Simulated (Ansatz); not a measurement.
**AlGa$_{3}$N$_{4}$: density, localisation and related maps**

```cif
data_structure
_symmetry_space_group_name_H-M 'P 1'
_symmetry_Int_Tables_number 1
_cell_length_a 20.5694
_cell_length_b 3.1650
_cell_length_c 5.4785
_cell_angle_alpha 90.000
_cell_angle_beta 90.036
_cell_angle_gamma 90.000
_cell_volume 356.66
loop_
_atom_site_label
_atom_site_type_symbol
_atom_site_fract_x
_atom_site_fract_y
_atom_site_fract_z
_atom_site_occupancy
Al1 Al 0.42283 0.50000 0.66736 1
Al2 Al 0.92283 0.00000 0.66736 1
Al3 Al 0.17283 0.50000 0.66736 1
Al4 Al 0.67283 0.00000 0.66736 1
Ga1 Ga 0.04745 0.50000 0.33492 1
Ga2 Ga 0.54745 0.00000 0.33492 1
Ga3 Ga 0.29745 0.50000 0.33492 1
Ga4 Ga 0.79745 0.00000 0.33492 1
Ga5 Ga 0.54743 0.50000 0.83156 1
Ga6 Ga 0.04743 0.00000 0.83156 1
Ga7 Ga 0.79743 0.50000 0.83156 1
Ga8 Ga 0.29743 0.00000 0.83156 1
Ga9 Ga 0.67264 0.50000 0.16618 1
Ga10 Ga 0.17264 0.00000 0.16618 1
Ga11 Ga 0.92264 0.50000 0.16618 1
Ga12 Ga 0.42264 0.00000 0.16618 1
N1 N 0.45259 0.50000 0.34010 1
N2 N 0.95259 0.00000 0.34010 1
N3 N 0.20259 0.50000 0.34010 1
N4 N 0.70259 0.00000 0.34010 1
N5 N 0.95209 0.50000 0.82638 1
N6 N 0.45209 0.00000 0.82638 1
N7 N 0.70209 0.50000 0.82638 1
N8 N 0.20209 0.00000 0.82638 1
N9 N 0.57779 0.50000 0.16622 1
N10 N 0.07779 0.00000 0.16622 1
N11 N 0.82779 0.50000 0.16622 1
N12 N 0.32779 0.00000 0.16622 1
N13 N 0.08048 0.50000 0.66730 1
N14 N 0.58048 0.00000 0.66730 1
N15 N 0.33048 0.50000 0.66730 1
N16 N 0.83048 0.00000 0.66730 1
```

Space group Cm; a structure from a database of computed crystals, not necessarily the ambient phase; not relaxed (largest force 0.8 eV/Å).

These are results of Ansatz 0.2.0, DFT PBEsol, scalar-relativistic, plane waves, PAW, not measurements.

The density is the valence pseudo-density of a PAW calculation; it isn't the true density close to the nuclei.

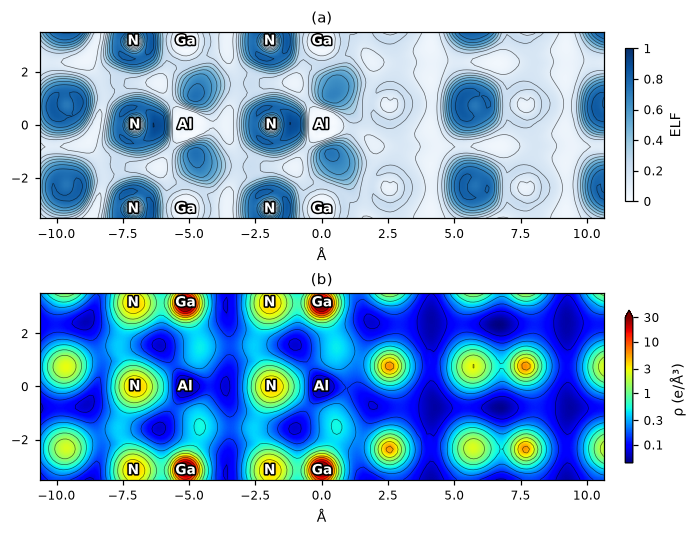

Figure 1. (a) ELF; (b) valence charge density (pseudo) on the (011̄) plane of the conventional cell.

### What does the map show?

- The section cuts through Al, Ga and N sites.
- Atoms just off the plane (Ga, 0.4 Å away and N, 0.4 Å away) can leave unmarked features too.
- Al–N (1.90 Å): ρ at the midpoint is about 0.68 e/Å³; the ELF peaks at about 0.90 between the atoms (a polar covalent bond).
- Ga–N (1.95 Å): ρ is about 0.74 e/Å³ halfway; the ELF peaks at about 0.85 in the valence shell of N, 0.7 Å from its nucleus, and is about 0.50 at the midpoint.
- Between the atoms the lowest density in this plane is 0.04 e/Å³.

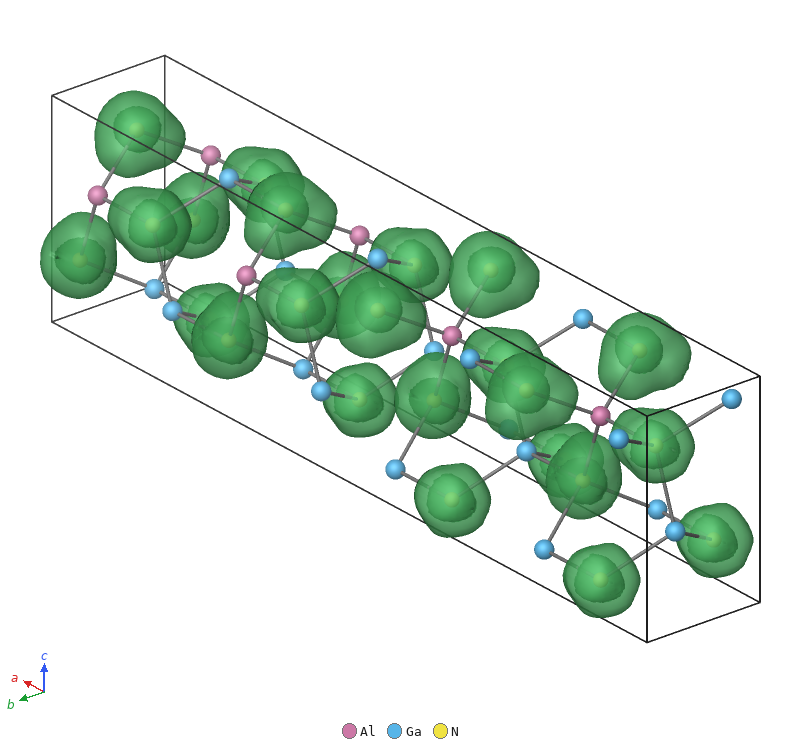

Figure 2. Isosurface of the ELF at 0.75 (green), seen at an oblique angle. Core shells and regions of very low density are left out. Sticks mark near contacts.

### What do the ELF domains correspond to?

The surface consists of twelve regions on N in which the atom's valence shell and bonds are merged and four regions wrapped around N (the valence shell of each), counted in one cell of 32 atoms. Any copies at cell faces, edges or corners count once.


Al–N (1.89 Å): the ELF peaks at about 0.90 between the atoms (a polar covalent bond). Ga–N (1.94 Å): the ELF peaks at about 0.85 in the valence shell of N, 0.7 Å from its nucleus, and is about 0.50 at the midpoint.

### Metal or insulator at this level of theory?

It is gapped, with a Kohn–Sham gap of 1.7 eV on the k-point mesh (the band edges may lie off the mesh, which would make the gap smaller).
